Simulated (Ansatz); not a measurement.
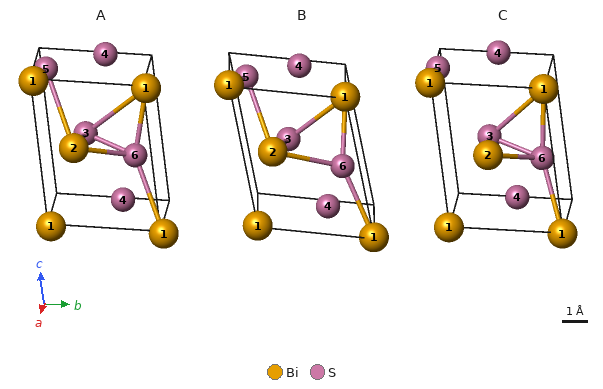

3 geometries from one relaxation of crystalline BiS2 (built on the SiO2-122 type type), in shuffled order. A ball-and-stick model of the cell of the calculation, seen from a free direction.

Case: shaken.

Theory: DFT, PBEsol, plane waves, PAW in Ansatz. Set-up: plane-wave cutoff 420 eV; k-point mesh 4 × 4 × 4; occupations fermi dirac; smearing width 0.05 eV; no spin polarisation; cell and atoms relaxed; force threshold 0.01 eV/Å; at most 120 steps.

Q: Order the frames from highest to lowest energy.

A: B, A, C. They are steps 0, 8, 19, at +144 meV per atom, +22.5 meV per atom relative to the last. The largest move relative to the cell is that of Bi2, 0.82 Å along [1 1 0]. By element the largest moves are Bi 0.82 Å, S 0.60 Å. Cell: a 5.714 → 5.823 Å (+1.9 %), b 5.729 → 5.824 Å (+1.7 %), c 5.790 → 5.888 Å (+1.7 %), α 104.1° → 99.1°, β 103.6° → 101.6°, γ 121.9° → 129.6°. Volume −0.2 %. Among the contacts that change: Bi2–S4 4.362 → 3.166 Å, Bi2–S5 4.253 → 3.167 Å, Bi2–S4 (another image) 3.234 → 4.141 Å, Bi2–S5 (another image) 3.247 → 4.141 Å. Bond angles that change, for instance: S3–Bi2–S6 98.1° → 135.2°, S4–Bi1–S4 142.5° → 174.2°, Bi1–S4–Bi1 142.5° → 174.2°. The space group (tolerance 0.01 Å) goes from P1 (No. 1) to C2/c (No. 15). After 17 accepted moves (19 points after the start) the energy has fallen by 144 meV per atom. The largest force component goes from 0.85 to 0.0026 eV/Å. The pressure goes from 1.99 to 0.00 GPa. The line search rejected the trial step at point 5 of the run. At 1 point the geometry stayed and the basis and grid were re-selected for the new cell (energy shift of 0.1 meV per atom at most each time).
